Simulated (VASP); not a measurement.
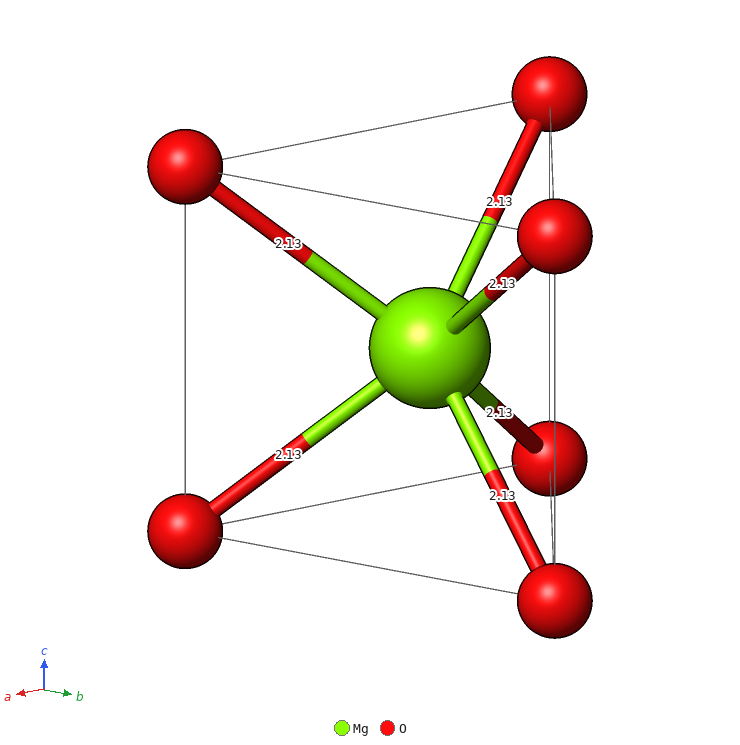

Coordination of Mg in MgO (P-6m2); bond lengths in Å. Continuous shape measures are computed against ideal polyhedra (0 is ideal; above about 3 the distortion is strong). Origin: the end point of a relaxation with VASP 6.6.1, VASP Kohn-Sham DFT of a periodic cell, r2SCAN, VASP PAW PBE potentials, recommended.

Name the coordination polyhedron and say how regular it is.

Answer. MgO6: a slightly distorted trigonal prism (coordination number 6, S = 0.20; next best octahedron, S = 16.7).

Does the central atom sit at the centroid of its ligands?

Answer. Yes, to within 0.01 Å; the site symmetry is -6m2.
